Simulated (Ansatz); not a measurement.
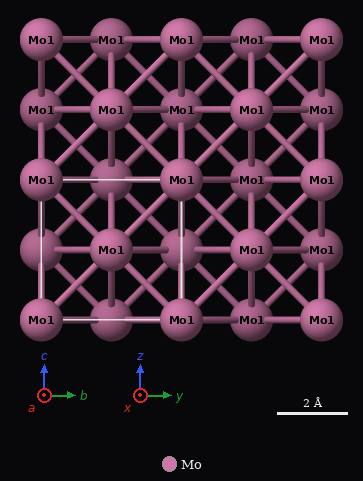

A crystal of Mo (Fm-3m): the cell is strained along z alone, with the atoms kept at their fractional coordinates. x, y and z are the Cartesian axes of the input. The picture shows the reference cell. Style: ball-and-stick. Shown: the conventional cell (4 times the calculation's cell), repeated 1 × 2 × 2 with one cell outlined, along the a axis. Lengths and directions refer to the drawn axes.

Level of theory: DFT PBE, scalar-relativistic, plane waves, PAW (Ansatz). Settings: plane-wave cutoff 420 eV; k-point mesh 20 × 20 × 20; occupations gaussian; smearing width 0.15 eV; no spin polarisation. Energies (free energies at the smearing named) are counted from the cell as listed in its source, which wasn't relaxed.

```xyz
1
Lattice="0.0000 2.0150 2.0150 2.0150 0.0000 2.0150 2.0150 2.0150 0.0000" Properties=species:S:1:pos:R:3 pbc="T T T"
Mo    0.0000    0.0000    0.0000
```

Q: Give the energy at each point (the strain: −0.040, −0.030, −0.020, −0.010, 0.000, 0.010, 0.020, 0.030, 0.035, 0.040).

A:
```csv
strain,E − E(ref) (meV/atom)
−0.040,−11.7
−0.030,−10.3
−0.020,−7.8
−0.010,−4.3
0.000,0.0
0.010,5.2
0.020,11.2
0.030,18.3
0.035,22.2
0.040,26.4
```

The lowest computed point lies at the strain −0.04 (−11.7 meV/atom). The energy is still falling at the end of the range, so the minimum along this coordinate lies there or beyond. The unrelaxed reference is under a pressure of −4.7 GPa, which tilts the curve. The distortion takes the space group from Fm-3m to I4/mmm. At the strain −0.04 the cell of the drawing goes c 4.030 → 3.869 Å.
